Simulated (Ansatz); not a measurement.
## Ti: a changed input and its effect

System: Ti (P-1, 6 atoms in the cell).
Method of the first run: DFT, r2SCAN, plane waves, PAW, PAW set soft_1, no spin polarisation (Ansatz 0.2.0).

The structure derives from an entry of the Crystallography Open Database. Text and figures count atoms from 1; the logs count them from 0 in places.

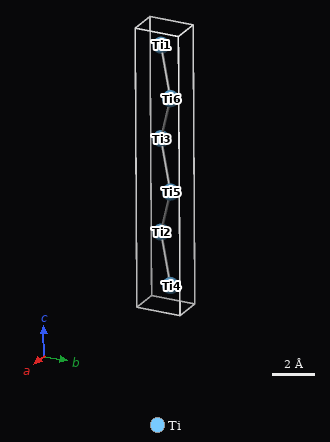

The structure (ball-and-stick view of the cell of the calculation, set on other vectors, seen slightly off an axis; atoms are numbered from 1 in the order of the input). An atom can appear more than once, as a periodic image. Near neighbours in the periodic cell (some may lie outside the picture): Ti has 12 Ti at 2.69 to 3.02 Å.

**Input file, the first run**
```yaml
crystal:
  lattice:
    - [-1.4500939102, -2.5116363282, 0.0]
    - [1.4500939102, -2.5116363282, 0.0]
    - [0.1611215456, -0.2790707031, 13.7724327553]
  atoms:
    - { symbol: Ti, position: [0.6666666667, 0.564812963, 0.9166833333] }
    - { symbol: Ti, position: [0.6666666667, 0.638887037, 0.2500166667] }
    - { symbol: Ti, position: [0.6666666667, 0.60185, 0.58335] }
    - { symbol: Ti, position: [0.3333333333, 0.3240722222, 0.08335] }
    - { symbol: Ti, position: [0.3333333333, 0.2870351852, 0.4166833333] }
    - { symbol: Ti, position: [0.3333333333, 0.2499981481, 0.7500166667] }
basis:
  ecutwfc: 520.0
kpoints:
  mp_grid: { grid: [17, 17, 4] }
hamiltonian:
  xc: r2scan
  pseudopotentials: { kind: paw, azcp: { folder: soft_1 } }
scf:
  occupations: { method: gaussian, width: 0.15 }
  initial_density: { chi_scale: 0.3 }
output:
  forces: true
  eigenvalues: true
  stress: true
accuracy: high
```

Command:
```bash
ansatz run input.yaml --threads 4 --pin off --max-ram 8192MiB --backend cpu --events-out ev --progress --plain --runs-dir out
```

Hardware: 4 threads of Arm Neoverse V2, 24 GiB of memory available, shared host.

**Output, shortened to warnings, some set-up lines, iterations and results (the first run)**
```
Basis set: ecut = 520 eV, 2739 PW (Γ), exchange–correlation on 125×125×600 points (125 copies of the dense FFT grid, shifted against one another)
Symmetry: 2 space group operations
k-points: 579 of 1156
Initial density: superposition of atomic densities (chi_scale 0.3, normalization cell)
[...]
SCF iter   1: F=—  HF=-15027.169380 eV  |F-HF|=—  |Δ(HF+E_count)|=         —  Δρ=6.81e-2  dr2=4.71e0  dr2_τ=1.59e-1  ethr=3.10e-3  ⟨swp⟩=5.5  Hψ=86371  notcnv=0
SCF iter   2: F=—  HF=-15026.299141 eV  |F-HF|=—  |Δ(HF+E_count)|=   8.70e-1  Δρ=2.80e-2  dr2=8.42e-1  dr2_τ=1.90e-2  ethr=3.10e-3  ⟨swp⟩=2.9  Hψ=51801  notcnv=0  defer=460
SCF iter   3: F=—  HF=-15026.161434 eV  |F-HF|=—  |Δ(HF+E_count)|=   1.38e-1  Δρ=8.81e-3  dr2=1.30e-1  dr2_τ=5.18e-3  ethr=1.17e-3  ⟨swp⟩=2.5  Hψ=39985  notcnv=0  defer=460
SCF iter   4: F=—  HF=-15026.181612 eV  |F-HF|=—  |Δ(HF+E_count)|=   2.02e-2  Δρ=6.99e-3  dr2=2.33e-1  dr2_τ=3.77e-3  ethr=1.81e-4  ⟨swp⟩=2.5  Hψ=34480  notcnv=0  defer=456
SCF iter   5: F=—  HF=-15026.177772 eV  |F-HF|=—  |Δ(HF+E_count)|=   3.84e-3  Δρ=2.06e-3  dr2=1.93e-2  dr2_τ=1.63e-4  ethr=1.81e-4  ⟨swp⟩=1.4  Hψ=26003  notcnv=0  defer=421
SCF iter   6: F=—  HF=-15026.178077 eV  |F-HF|=—  |Δ(HF+E_count)|=   3.05e-4  Δρ=1.53e-3  dr2=6.77e-3  dr2_τ=1.65e-4  ethr=2.67e-5  ⟨swp⟩=1.4  Hψ=25567  notcnv=0  defer=407
SCF iter   7: F=—  HF=-15026.177865 eV  |F-HF|=—  |Δ(HF+E_count)|=   2.12e-4  Δρ=3.63e-4  dr2=3.28e-4  dr2_τ=1.84e-6  ethr=9.41e-6  ⟨swp⟩=1.2  Hψ=25374  notcnv=0  defer=400
SCF iter   8: F=—  HF=-15026.177866 eV  |F-HF|=—  |Δ(HF+E_count)|=   1.29e-6  Δρ=7.05e-5  dr2=1.81e-5  dr2_τ=1.61e-7  ethr=4.55e-7  ⟨swp⟩=1.8  Hψ=27396  notcnv=0  defer=391
SCF iter   9: F=—  HF=-15026.177870 eV  |F-HF|=—  |Δ(HF+E_count)|=   3.88e-6  Δρ=2.37e-5  dr2=1.73e-6  dr2_τ=1.91e-8  ethr=2.52e-8  ⟨swp⟩=1.2  Hψ=25724  notcnv=0  defer=391
SCF iter  10: F=-15026.177870 eV  HF=-15026.177870 eV  |F-HF|=8.33e-8  |Δ(HF+E_count)|=   2.89e-8  Δρ=4.54e-6  dr2=8.93e-8  dr2_τ=1.18e-9  ethr=1.39e-10  ⟨swp⟩=7.1  Hψ=98381  …
SCF iter  11: F=—  HF=-15026.177870 eV  |F-HF|=—  |Δ(HF+E_count)|=   1.54e-9  Δρ=6.72e-7  dr2=1.28e-9  dr2_τ=2.52e-11  ethr=1.24e-10  ⟨swp⟩=1.2  Hψ=25199  notcnv=0
SCF iter  12: F=—  HF=-15026.177870 eV  |F-HF|=—  |Δ(HF+E_count)|=  6.73e-11  Δρ=1.80e-7  dr2=7.84e-11  dr2_τ=7.79e-13  ethr=1.77e-12  ⟨swp⟩=1.8  Hψ=27613  notcnv=0
SCF iter  13: F=-15026.177870 eV  HF=-15026.177870 eV  |F-HF|=2.00e-11  |Δ(HF+E_count)|=  1.27e-11  Δρ=9.07e-8  dr2=1.69e-11  dr2_τ=6.13e-13  ethr=1.00e-12  ⟨swp⟩=3.4  …
SCF 1 converged in 13 iterations: F = -15026.177870 eV  dr2 = 1.69e-11
SCF converged after 13 iterations
Free energy (F): -15026.177870 eV
Harris-Foulkes:  -15026.177870 eV  (|F-HF|=2.00e-11)
Internal energy: -15026.118277 eV  (E = F + TS)
E sigma→0 (E₀):  -15026.148073 eV
Entropy (-TS):   -0.059592 eV (-9.932 meV/atom)
Fermi energy:    13.921028 eV
--- Per-component energies (eV) ---
  E_band       = -983.686530
  E_kinetic    = 1691.499148
  E_local      = -5093.261795  (includes V_loc(G=0)·N_el)
  E_nonlocal   = 358.647031
  E_hartree    = 2021.177725
  E_xc         = -673.697075
  E_vxc        = -966.513735  (∫ρ·V_xc dr)
  E_paw        = -6304.958271  (= ΣΔE_a)
  E_vpaw       = -1078.673123  (= ΣTr[D̂ρ^β])
  E_aug_tail   = -0.000182  (compensation charges beyond the density's cutoff)
  E_vtau       = 62.260816  (kinetic-family band-sum trace: ∫τ·v_τ [+ j·A + Jᵃ·Aᵃ] dr)
  E_ewald      = -7024.004120
  E_core_change = -1.520738  (= ΣΔE_core)
  E_smearing   = -0.059592  (= −TS)
  E_closure    = 0.000000  (closes the sum)
  Σ components = -15026.177870   (vs F -15026.177870, Δ=0.00e0)
--- Forces (eV/Å), atoms counted from 1 ---
  atom   1  Ti     0.11901359    -0.23989905    -0.07634229
  atom   2  Ti     0.00012519     0.00690298    -0.02133361
  atom   3  Ti     0.00105551    -0.00315510     0.00782258
  atom   4  Ti    -0.11901359     0.23989905     0.07634229
  atom   5  Ti    -0.00105551     0.00315510    -0.00782258
  atom   6  Ti    -0.00012519    -0.00690298     0.02133361
  max |Σ_I F_I| component: 1.39e-17 eV/Å
--- Stress (GPa, compression-positive) ---
        3.582961       0.305702      -0.465029
        0.305701       5.021296       0.976217
       -0.465029       0.976217       4.197671
  P = ⅓ Tr σ = 4.2673 GPa (42.673 kbar)
```

For the second run the input was changed thus:
```diff
-  xc: r2scan
+  xc: pbesol
-  initial_density: { chi_scale: 0.3 }
-accuracy: high
+  write_density: true
+  write_potential: true
+  elf: true
+  volumetric_format: npy
```

Predict how the results change.

The total energies belong to different methods, so their difference says nothing on which is more stable or more accurate. The pressure goes from 4.27 to −0.06 GPa. The largest force goes from 0.278 to 0.217 eV/Å. The functional changes from r2SCAN to PBEsol. The SCF takes 7 iterations against 13. On the same kind of shared host the second run took about 0.56 times as long.

**Output, shortened to warnings, some set-up lines, iterations and results (the second run)**
```
Warning: [file] the record states the generating functional pbe (its physics header spells it `PBE`), which answers neither for hamiltonian.xc's functional nor for the pbesol family's — results may be inconsistent (PPs are generated against a specific XC)
Basis set: ecut = 520 eV, 2739 PW (Γ), exchange–correlation on 48×48×216 points (8 copies of the dense FFT grid, shifted against one another)
Symmetry: 2 space group operations
k-points: 579 of 1156
Initial density: superposition of atomic densities (chi_scale 0.1, normalization cell)
[...]
SCF iter   1: F=—  HF=-14844.791010 eV  |F-HF|=—  |Δ(HF+E_count)|=         —  Δρ=6.32e-2  dr2=4.14e0  ethr=3.10e-3  ⟨swp⟩=5.4  Hψ=85089  notcnv=0
SCF iter   2: F=—  HF=-14843.682553 eV  |F-HF|=—  |Δ(HF+E_count)|=    1.11e0  Δρ=2.87e-2  dr2=9.10e-1  ethr=3.10e-3  ⟨swp⟩=2.8  Hψ=47722  notcnv=0  defer=350
SCF iter   3: F=—  HF=-14843.407122 eV  |F-HF|=—  |Δ(HF+E_count)|=   2.75e-1  Δρ=5.42e-3  dr2=2.01e-2  ethr=1.26e-3  ⟨swp⟩=2.2  Hψ=37244  notcnv=0  defer=343
SCF iter   4: F=—  HF=-14843.406644 eV  |F-HF|=—  |Δ(HF+E_count)|=   4.78e-4  Δρ=8.47e-4  dr2=5.61e-4  ethr=2.80e-5  ⟨swp⟩=2.1  Hψ=36464  notcnv=0  defer=295
SCF iter   5: F=—  HF=-14843.406577 eV  |F-HF|=—  |Δ(HF+E_count)|=   6.71e-5  Δρ=1.74e-4  dr2=2.57e-5  ethr=7.79e-7  ⟨swp⟩=2.7  Hψ=42040  notcnv=0  defer=295
SCF iter   6: F=—  HF=-14843.406580 eV  |F-HF|=—  |Δ(HF+E_count)|=   3.35e-6  Δρ=4.84e-5  dr2=1.80e-6  ethr=3.56e-8  ⟨swp⟩=2.1  Hψ=45988  notcnv=0  defer=295
SCF iter   7: F=-14843.406580 eV  HF=-14843.406580 eV  |F-HF|=2.75e-8  |Δ(HF+E_count)|=   4.52e-7  Δρ=7.99e-6  dr2=5.80e-8  ethr=1.39e-10  ⟨swp⟩=8.5  Hψ=154527  notcnv=0
SCF 1 converged in 7 iterations: F = -14843.406580 eV  dr2 = 5.80e-8
SCF converged after 7 iterations
Free energy (F): -14843.406580 eV
Harris-Foulkes:  -14843.406580 eV  (|F-HF|=2.75e-8)
Internal energy: -14843.335568 eV  (E = F + TS)
E sigma→0 (E₀):  -14843.371074 eV
Entropy (-TS):   -0.071012 eV (-11.835 meV/atom)
Fermi energy:    13.749220 eV
--- Per-component energies (eV) ---
  E_band       = -906.752217
  E_kinetic    = 1690.997575
  E_local      = -5117.041675  (includes V_loc(G=0)·N_el)
  E_nonlocal   = 371.830967
  E_hartree    = 2031.150545
  E_xc         = -692.549444
  E_vxc        = -871.308841  (∫ρ·V_xc dr)
  E_paw        = -6104.555545  (= ΣΔE_a)
  E_vpaw       = -1043.536182  (= ΣTr[D̂ρ^β])
  E_aug_tail   = -0.000177  (compensation charges beyond the density's cutoff)
  E_ewald      = -7024.004120
  E_core_change = 0.836307  (= ΣΔE_core)
  E_smearing   = -0.071012  (= −TS)
  E_closure    = -0.000000  (closes the sum)
  Σ components = -14843.406580   (vs F -14843.406580, Δ=0.00e0)
--- Forces (eV/Å), atoms counted from 1 ---
  atom   1  Ti     0.08626345    -0.18806532    -0.06664627
  atom   2  Ti    -0.00032128     0.00655266    -0.01603659
  atom   3  Ti     0.00300028    -0.00596025     0.00932468
  atom   4  Ti    -0.08626345     0.18806532     0.06664627
  atom   5  Ti    -0.00300028     0.00596025    -0.00932468
  atom   6  Ti     0.00032128    -0.00655266     0.01603659
  max |Σ_I F_I| component: 9.54e-18 eV/Å
--- Stress (GPa, compression-positive) ---
       -0.690866       0.202279      -0.366126
        0.202279       0.486760       0.805498
       -0.366126       0.805498       0.021667
  P = ⅓ Tr σ = -0.0608 GPa (-0.608 kbar)
```

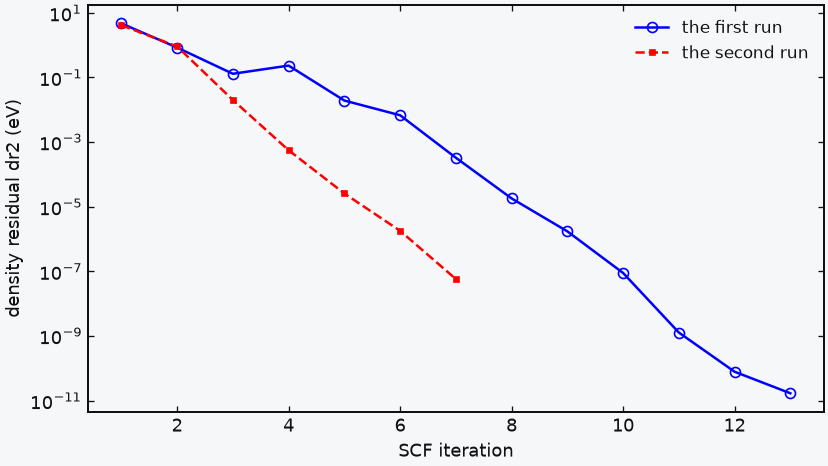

Convergence of the two runs: density residual dr2 against the SCF iteration. The first run takes 13 iterations in all, and the second run takes 7.

**The two runs side by side**

| quantity | the first run | the second run |
| --- | --- | --- |
| outcome | converged | converged |
| free energy per atom (eV) | −2504.3630 | −2473.9011 |
| energy per atom, smearing taken to zero (eV) | −2504.3580 | −2473.8952 |
| gap on the mesh (eV) | 0.00 | 0.00 |
| pressure (GPa) | 4.27 | −0.06 |
| largest force (eV/Å) | 0.278 | 0.217 |
| SCF iterations | 13 | 7 |
| irreducible k-points | 579 | 579 |
| plane waves at Γ | 2739 | 2739 |
| wall time (shared host) | 1.7 min | 57 s |

For the second run: Warnings: the PAW datasets were made with another functional.
